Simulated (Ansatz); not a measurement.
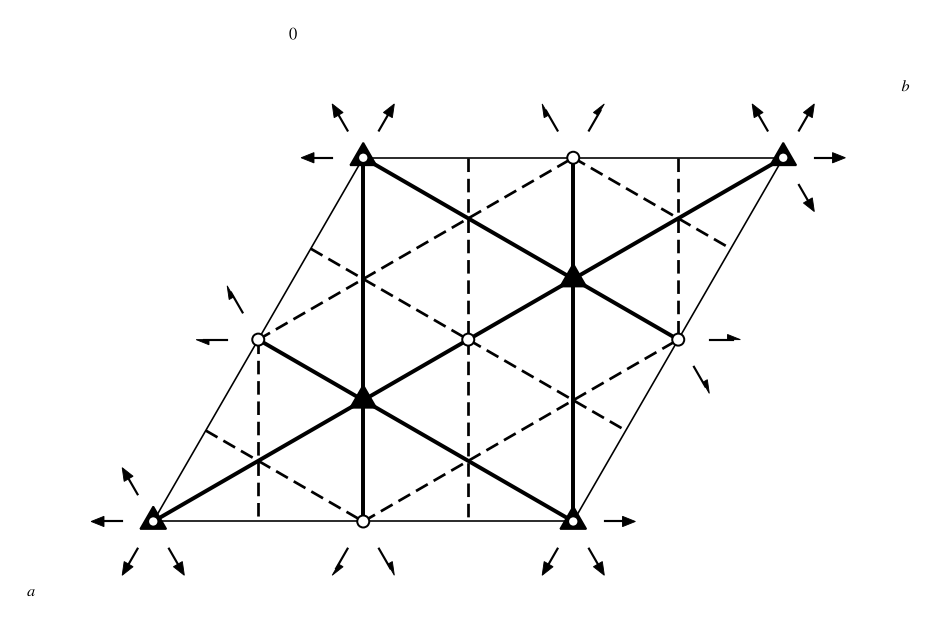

Symmetry elements of a space group, projected down c, computed from the operations of a computed or model structure of composition PtS2.

Symbols follow the International Tables: origin at the upper left, the third axis towards the viewer; heavy, dashed, dotted, dash-dotted and dash-dot-dot lines are mirror, in-plane glide, out-of-plane glide, diagonal (n; with arrows d) and double (e) glide planes seen edge on; arrows at the rim are 2 (full head) and 2₁ (half head) axes in the plane; the corner sign is a plane parallel to the page; fractions are heights. Handed screw axes carry their printed symbol instead of tails.

Identify the space group.

Answer. P-3m1 (No. 164); primitive trigonal (hexagonal lattice), point group -3m, 12 general positions a cell.

List the elements shown.

Answer. −3 axes along c at (0, 0); 3 axes along c at (1/3, 2/3), (2/3, 1/3); inversion centres at (0, 0), (0, 1/2), (1/2, 0), (1/2, 1/2); mirror planes holding c and [1 2 0] or [2 1 0] or [−1 1 0]; in-plane glide planes holding c and [1 2 0] or [2 1 0] or [−1 1 0]; 2 axes along [1 1 0] at height 0; 2 axes along a at height 0; 2 axes along b at height 0; 2₁ axes along [1 1 0] at height 0; 2₁ axes along a at height 0; 2₁ axes along b at height 0. Heights repeat every half period; positions are (a, b) fractions, modulo 1.
